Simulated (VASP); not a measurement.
C (space group C2/m, No. 12). Coordinates: a cell listed in the Materials Project, as set up for an electronic-structure calculation.

```cif
data_structure
_symmetry_space_group_name_H-M 'C2/m'
_symmetry_Int_Tables_number 12
_cell_length_a 4.2546
_cell_length_b 2.4566
_cell_length_c 3.7645
_cell_angle_alpha 90.000
_cell_angle_beta 111.490
_cell_angle_gamma 90.000
_cell_volume 36.61
loop_
_atom_site_label
_atom_site_type_symbol
_atom_site_symmetry_multiplicity
_atom_site_Wyckoff_symbol
_atom_site_fract_x
_atom_site_fract_y
_atom_site_fract_z
_atom_site_occupancy
C1 C 4 i 0.16664 0.00000 0.99991 1
```

Bonds are taken as C–C below 1.6 Å; no other contact counts. The graph is simplified in the usual way: terminal and isolated atoms are pruned, two-connected atoms become edges.

Derive the underlying net.

The result is a uninodal 3-connected, two-periodic (layers) net: C is a 3-connected node. It is the hcb net, known from graphene. The layers lie parallel to (001).

```json
{"node": "C", "links": "3", "point symbol": "6³", "coordination sequence": "3 6 9 12 15"}
```

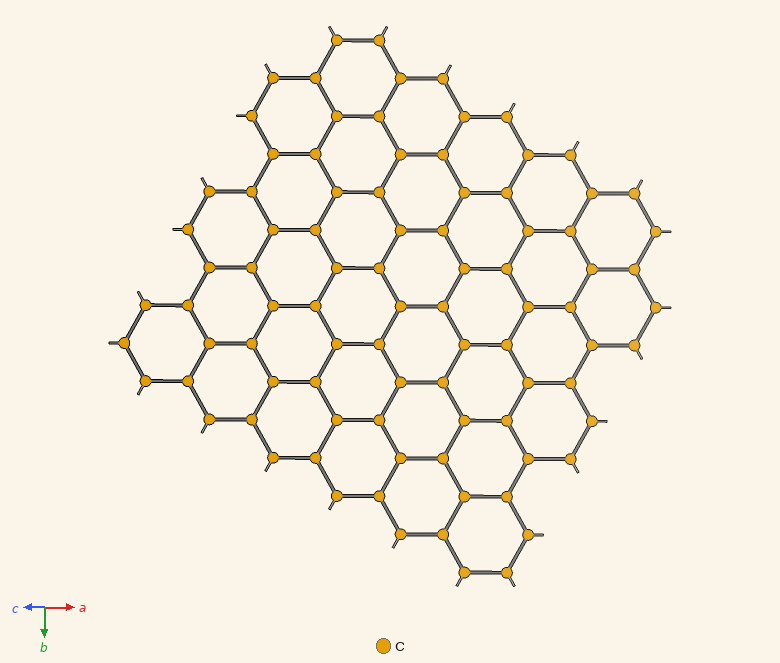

Nodes are coloured by topological kind. One layer is drawn. Edges to nodes outside the piece are drawn as stubs.
